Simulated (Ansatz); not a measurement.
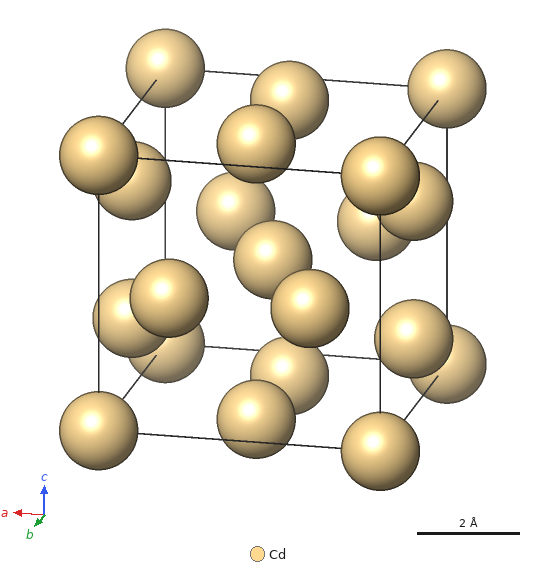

The image is a spheres-only drawing of a crystal, viewed from a general direction. The parallelepiped is the conventional unit cell.

Q: How many atoms does the box hold, once sharing is allowed for?

A: 8 (cadmium), counting shared atoms by their share.

Q: To which lattice type does it belong?

A: Primitive cubic.

Q: Identify the space group.

A: Pm-3n (No. 223), with Cd on 2a and Cd on 6c.

Q: What structure family is shown?

A: Β-tungsten (A15) type.

Provenance: a textbook structure type filled with this element (whether it is the usual form wasn't checked). The geometry was optimised with DFT PBE, scalar-relativistic, plane waves, PAW (Ansatz 0.2.0).
